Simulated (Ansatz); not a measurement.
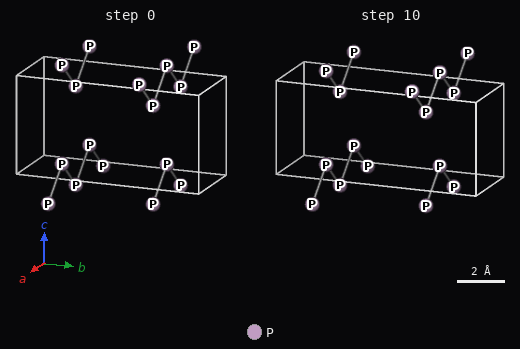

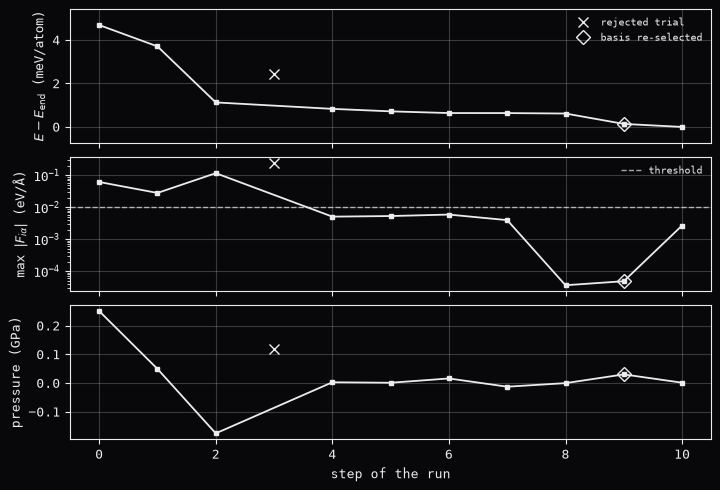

First and last geometry of a relaxation of crystalline P (built on the iodine_64 type), with the history of the run. A ball-and-stick model of the conventional cell (2 times the calculation's cell), seen slightly off an axis. Lengths and directions refer to the drawn axes.

Case: iodine type (Cmce, No. 64).

Computed with DFT PBE, scalar-relativistic, plane waves, PAW (Ansatz 0.2.0). (plane-wave cutoff 420 eV; k-point mesh 18 × 18 × 12; occupations gaussian; smearing width 0.1 eV; no spin polarisation; cell and atoms relaxed; force threshold 0.01 eV/Å; at most 80 steps)

**What do the curves and the structures tell?**

The run was cut off at its time limit before the program reported convergence, but its last step already meets the force threshold: the largest component is 0.0027 eV/Å against 0.01 eV/Å. The pressure is within 0.01 GPa of its target. The largest moves relative to the cell, 0.031 Å, are those of P atoms. The volume changes by +4.7 %, with a 3.219 → 3.244 Å (+0.8 %), b 8.498 → 9.315 Å (+9.6 %), c 4.447 → 4.217 Å (−5.2 %). The space group stays Cmme (No. 67). The energy falls by 4.7 meV per atom in 8 accepted moves (10 points after the start). Largest force component: 0.063 eV/Å at the start, 0.0027 eV/Å at the end. Pressure: 0.25 GPa at the start and 0.00 GPa at the end. The line search rejected the trial step at point 3 of the run. The SCF was repeated once at an unchanged geometry on a basis and grid sized afresh for the cell, which shifted the energy by 0.5 meV per atom at most.

```csv
step,"E − E(0), meV/atom","largest force component, eV/Å","pressure, GPa","volume, Å³/atom",note
0,0.00,0.0626,0.25,30.418,
1,-0.98,0.0284,0.05,30.504,
2,-3.56,0.1181,-0.18,30.471,
3,-2.24,0.2464,0.12,30.717,rejected
4,-3.85,0.0051,0.00,30.577,
5,-3.97,0.0054,0.00,30.812,
6,-4.05,0.0060,0.02,31.332,
7,-4.05,0.0040,-0.01,31.461,
8,-4.07,0.0000,0.00,31.351,
9,-4.54,0.0000,0.03,31.351,"same geometry, new basis"
10,-4.68,0.0027,0.00,31.851,
```
